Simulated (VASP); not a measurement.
## What a change does: geometry relaxation on Ta$_{3}$N

System: Ta$_{3}$N (P-3m1, 4 atoms in the cell).
Method of the first run: Kohn-Sham DFT of a periodic cell, BLYP, VASP PAW PBE potentials, recommended, no spin polarisation (VASP 6.6.1).

The structure derives from a Materials Project entry. 

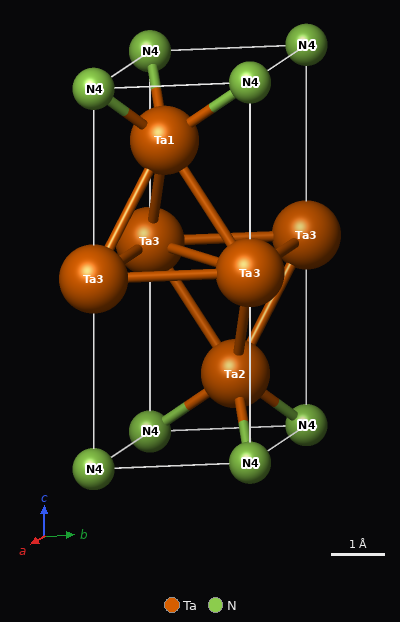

Figure 1. The starting structure (ball-and-stick view of the cell of the calculation, seen slightly off an axis; atoms are numbered from 1 in the order of the input).

INCAR, the first run:
```
PREC = Accurate
ENCUT = 600
EDIFF = 1E-6
ISMEAR = -1
SIGMA = 0.05
LREAL = F
LASPH = T
NELM = 100
ALGO = Fast
ISIF = 3
LWAVE = F
LCHARG = F
GGA = B5
ALDAX = 1.0
AGGAX = 1.0
AGGAC = 1.0
ALDAC = 0.0
IBRION = 2
NSW = 60
EDIFFG = -0.02
```

KPOINTS, the first run:
```
Automatic mesh
0
Gamma
  7 7 3
```

POSCAR, the first run:
```
Ta3N
1.0
    3.0322239879      0.0000000000      0.0000000000
   -1.5161119940      2.6259830035      0.0000000000
    0.0000000000      0.0000000000      7.5241370000
Ta N
3 1
Direct
    0.6666666667      0.3333333333      0.8260700000
    0.3333333333      0.6666666667      0.1739300000
    0.0000000000      0.0000000000      0.5000000000
    0.0000000000      0.0000000000      0.0000000000
```

Command:
```bash
cat potpaw_PBE.64/Ta_pv/POTCAR potpaw_PBE.64/N/POTCAR > POTCAR
mpirun -np 1 vasp_std > vasp.out
```

Hardware: 1 thread of Intel Xeon (Sapphire Rapids), 176 GiB of memory available, shared host.

OSZICAR and lines of OUTCAR (the first run):
```
N       E                     dE             d eps       ncg     rms          rms(c)
DAV:   1     0.360277174935E+03    0.36028E+03   -0.23458E+04   920   0.192E+03
DAV:   2    -0.270754885029E+02   -0.38735E+03   -0.38333E+03  1039   0.503E+02
DAV:   3    -0.445263006479E+02   -0.17451E+02   -0.17109E+02  1218   0.945E+01
DAV:   4    -0.448623486605E+02   -0.33605E+00   -0.33419E+00  1152   0.128E+01
DAV:   5    -0.448705176261E+02   -0.81690E-02   -0.81590E-02  1251   0.154E+00    0.284E+01
RMM:   6    -0.408374496556E+02    0.40331E+01   -0.21542E+01  1068   0.219E+01    0.132E+01
RMM:   7    -0.405666595235E+02    0.27079E+00   -0.25491E+00   977   0.104E+01    0.561E+00
[...]
RMM:   7    -0.405880215088E+02   -0.29920E-06   -0.37684E-06   663   0.135E-02
  11 F= -.40588022E+02 E0= -.40572959E+02  d E =0.153873E-03
       N       E                     dE             d eps       ncg     rms          rms(c)
DAV:   1    -0.405890405067E+02   -0.10193E-02   -0.29519E-02   976   0.177E+00    0.239E-01
RMM:   2    -0.405883774430E+02    0.66306E-03   -0.12244E-03   921   0.274E-01    0.981E-02
RMM:   3    -0.405882596881E+02    0.11775E-03   -0.74115E-04   926   0.185E-01    0.392E-02
RMM:   4    -0.405882019356E+02    0.57752E-04   -0.15913E-04   968   0.825E-02    0.202E-02
RMM:   5    -0.405882056666E+02   -0.37310E-05   -0.39548E-05  1049   0.367E-02    0.695E-03
RMM:   6    -0.405882056068E+02    0.59789E-07   -0.76067E-06   783   0.179E-02
  12 F= -.40588206E+02 E0= -.40573153E+02  d E =-.302247E-04
[... from OUTCAR:]
  free energy    TOTEN  =       -40.58820561 eV
  energy without entropy =      -40.55810135  energy(sigma->0) =      -40.57315348
 E-fermi :   6.8227     XC(G=0): -11.8858     alpha+bet :-13.0114
  free  energy   TOTEN  =       -40.5882056068 eV
  energy  without entropy=      -40.5581013513  energy(sigma->0) =      -40.57315348
```

The input of the second run differs as follows (lines with − go, lines with + come):
```diff
+IVDW = 12
+VDW_S6 = 1.0
+VDW_S8 = 2.6996
+VDW_A1 = 0.4298
+VDW_A2 = 4.2359
```

How does the second run compare with the first run?

The total energies belong to different models, so their difference says nothing on which is more stable or more accurate. The volume per atom goes from 15.48 to 14.55 Å³. The SCF takes 130 iterations over all geometry steps against 110.

OSZICAR and lines of OUTCAR (the second run):
```
N       E                     dE             d eps       ncg     rms          rms(c)
DAV:   1     0.360277174935E+03    0.36028E+03   -0.23458E+04   920   0.192E+03
DAV:   2    -0.270754885029E+02   -0.38735E+03   -0.38333E+03  1039   0.503E+02
DAV:   3    -0.445263006479E+02   -0.17451E+02   -0.17109E+02  1218   0.945E+01
DAV:   4    -0.448623486605E+02   -0.33605E+00   -0.33419E+00  1152   0.128E+01
DAV:   5    -0.448705176261E+02   -0.81690E-02   -0.81590E-02  1251   0.154E+00    0.284E+01
RMM:   6    -0.408374496556E+02    0.40331E+01   -0.21542E+01  1068   0.219E+01    0.132E+01
RMM:   7    -0.405666595235E+02    0.27079E+00   -0.25491E+00   977   0.104E+01    0.561E+00
[...]
RMM:   6    -0.404201428194E+02   -0.34940E-06   -0.11018E-05   932   0.196E-02    0.339E-03
RMM:   7    -0.404201428793E+02   -0.59898E-07   -0.32354E-06   629   0.101E-02
  13 F= -.45818815E+02 E0= -.45804138E+02  d E =-.675785E-04
       N       E                     dE             d eps       ncg     rms          rms(c)
DAV:   1    -0.404170925225E+02    0.30503E-02   -0.83984E-03   990   0.809E-01    0.597E-02
RMM:   2    -0.404170809962E+02    0.11526E-04   -0.48517E-04   986   0.190E-01    0.260E-02
RMM:   3    -0.404170793152E+02    0.16810E-05   -0.11830E-04   953   0.876E-02    0.124E-02
RMM:   4    -0.404170765066E+02    0.28086E-05   -0.21032E-05   995   0.371E-02    0.797E-03
RMM:   5    -0.404170768749E+02   -0.36827E-06   -0.42326E-06   686   0.125E-02
  14 F= -.45818839E+02 E0= -.45804187E+02  d E =-.917101E-04
[... from OUTCAR:]
  energy without entropy =      -40.38777242  energy(sigma->0) =      -40.40242465
 E-fermi :   7.3721     XC(G=0): -12.2019     alpha+bet :-13.8440
  external pressure =       -0.40 kB  Pullay stress =        0.00 kB
  free  energy   TOTEN  =       -45.8188391514 eV
  energy  without entropy=      -45.7895346966  energy(sigma->0) =      -45.80418692
```

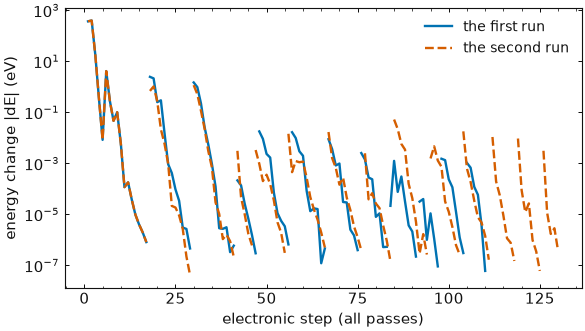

Figure 2. Convergence of the two runs: energy change |dE| against the electronic step. A break in a curve parts two SCF passes. The first run takes 110 steps in all, and the second run takes 130.

The two runs side by side:

| quantity | the first run | the second run |
| --- | --- | --- |
| outcome | converged | converged |
| free energy per atom (eV) | −10.1471 | −11.4547 |
| energy per atom, smearing taken to zero (eV) | −10.1433 | −11.4510 |
| gap on the mesh (eV) | 0.00 | 0.00 |
| pressure (GPa) | 0.01 | −0.04 |
| volume per atom (Å³) | 15.48 | 14.55 |
| largest force (eV/Å) | 0.002 | 0.001 |
| SCF iterations | 110 | 130 |
| irreducible k-points | 20 | 20 |

For both runs: Spin–orbit coupling is left out, which matters for Ta.
